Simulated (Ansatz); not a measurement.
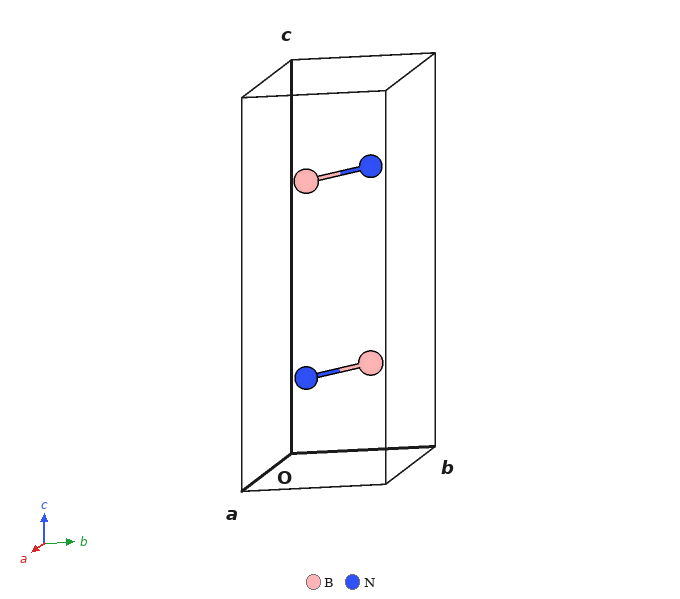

Crystal: BN, a calculation's input that goes back to an entry of the Crystallography Open Database (an earlier step may have relaxed or displaced it). One unit cell is drawn above. Symmetry computed with spglib at a tolerance of 0.002 Å; standard conventional cell.

```
B N
1.0
     2.50435    0.00000    0.00000
    -1.25217    2.16883    0.00000
     0.00000    0.00000    7.01909
B N
2 2
Cartesian
  0.0000 1.4459 1.7548
  1.2522 0.7229 5.2643
  0.0000 1.4459 5.2643
  1.2522 0.7229 1.7548
```

### What is its point group?

6/mmm (D6h), order 24, hexagonal system: one sixfold axis, six twofold axes, seven mirror planes, an inversion centre.

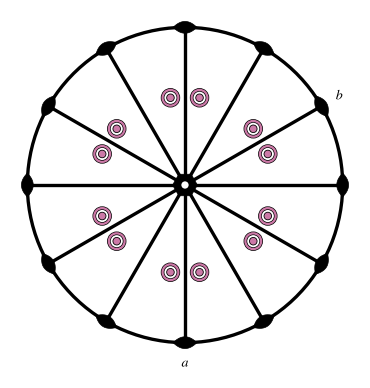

Stereographic projection: filled dots lie in the upper hemisphere, open rings in the lower; heavy lines are mirror planes (a heavy rim: a mirror in the plane of the page); lens, triangle, square and hexagon are 2-, 3-, 4- and 6-fold axes, a lens in an open square is −4, a triangle in an open hexagon −6; thin dashed diameters join the ends of axes that lie in the page; a small open circle marks inversion. The poles are one general form. The c axis points at the viewer.

### What does this class allow?

Class 6/mmm is centrosymmetric, so neither piezoelectric nor pyroelectric; it is not chiral. Its Laue class is 6/mmm.
